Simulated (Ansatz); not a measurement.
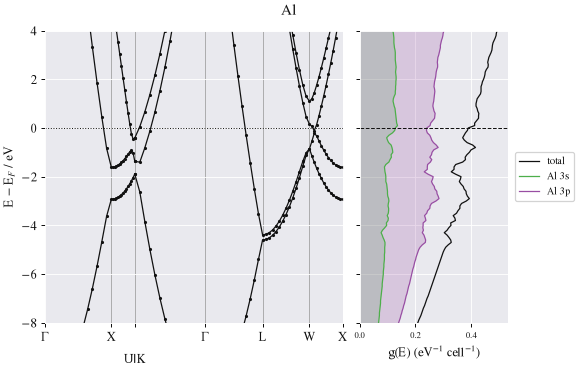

Band structure and density of states. Energies are counted from the Fermi level. The partial curves are projected on Löwdin-orthogonalised atomic shells.

System: Al, space group Fm-3m (No. 225), 1 atom in the cell.

```cif
data_structure
_symmetry_space_group_name_H-M 'Fm-3m'
_symmetry_Int_Tables_number 225
_cell_length_a 4.0409
_cell_length_b 4.0409
_cell_length_c 4.0409
_cell_angle_alpha 90.000
_cell_angle_beta 90.000
_cell_angle_gamma 90.000
_cell_volume 65.98
loop_
_atom_site_label
_atom_site_type_symbol
_atom_site_symmetry_multiplicity
_atom_site_Wyckoff_symbol
_atom_site_fract_x
_atom_site_fract_y
_atom_site_fract_z
_atom_site_occupancy
Al1 Al 4 a 0.00000 0.00000 0.00000 1
```

Computed with Ansatz 0.2.0: DFT PBE, scalar-relativistic, plane waves, PAW, no spin polarisation, 26×26×26 k mesh.

### Is there a gap at the Fermi level?

A metal: 2 bands cross the Fermi level along this path.

### What is the density of states at the Fermi level?

The density of states at the Fermi level is about 0.4 per eV and cell (mean within 0.25 eV).

### On which lines of the path do bands cross the Fermi level?

Bands cross the Fermi level on Γ–X, X–U, K–Γ, Γ–L and W–X, and not on L–W.

The structure is an invented one, so it need not be a known or stable phase.
